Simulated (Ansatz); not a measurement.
Ga4Sb5 (slab)

```xyz
9
Lattice="4.3938 0.0000 0.0000 0.0000 4.3938 0.0000 0.0000 0.0000 27.4277" Properties=species:S:1:pos:R:3 pbc="T T T"
Sb    0.0000    2.1969    7.5001
Ga    2.1969    2.1969    9.0533
Sb    2.1969    0.0000   10.6068
Ga    0.0000    0.0000   12.1603
Sb    0.0000    2.1969   13.7138
Ga    2.1969    2.1969   15.2673
Sb    2.1969    0.0000   16.8208
Ga    0.0000    0.0000   18.3744
Sb    0.0000    2.1969   19.9276
```

Computed without spin polarisation.

These are results of DFT PBE, scalar-relativistic, plane waves, PAW in Ansatz, not measurements.

In a PAW calculation such maps are meaningful between the atoms, not at the nuclei.

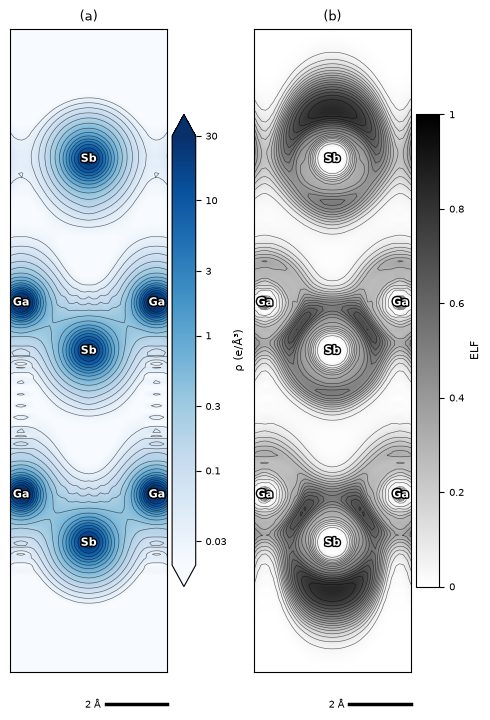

Figure 1. (a) valence electron density; (b) electron localisation function on the (010) plane of the calculation cell, a cut from vacuum to vacuum.

> Read the bonding off the picture.

The plane passes through Sb and Ga nuclei.
Ga–Sb (2.69 Å): ρ at the midpoint is about 0.39 e/Å³; the ELF peaks at about 0.70 between the atoms.
The density dies away to nearly zero in the vacuum.

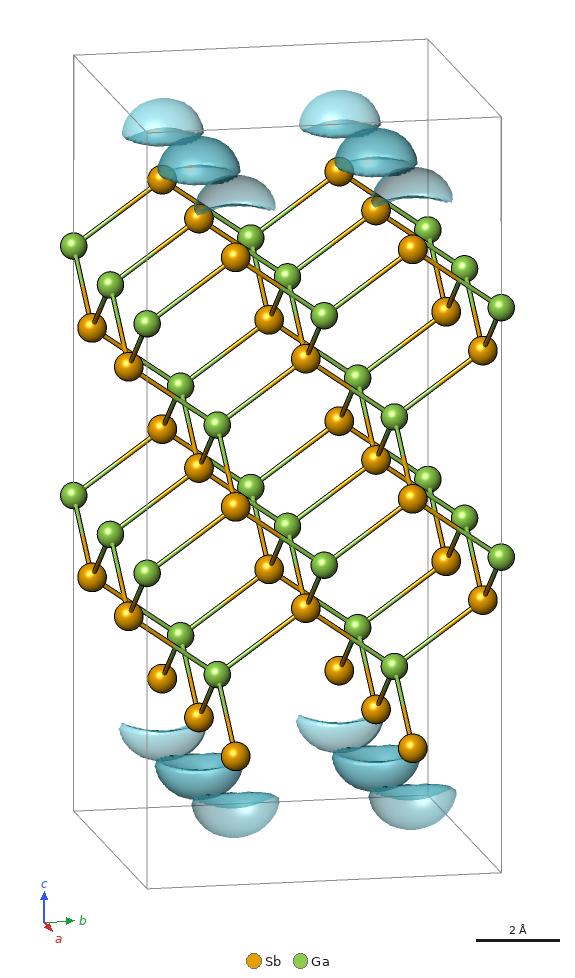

Figure 2. Isosurface of the ELF at 0.75 (cyan), seen slightly off an axis. Only the valence region is drawn (cores and ρ < 0.01 e/Å³ removed). Sticks mark near contacts.

> Where are the electrons localised?

The ELF exceeds this value in two lobes on Sb, pointing away from the bonds (lone pairs), counted in one cell of 9 atoms. Counts are for one cell; the picture repeats the cell along the surface.

> Does the calculation give a band gap?

It is metallic or semimetallic at this level of theory: no gap opens.
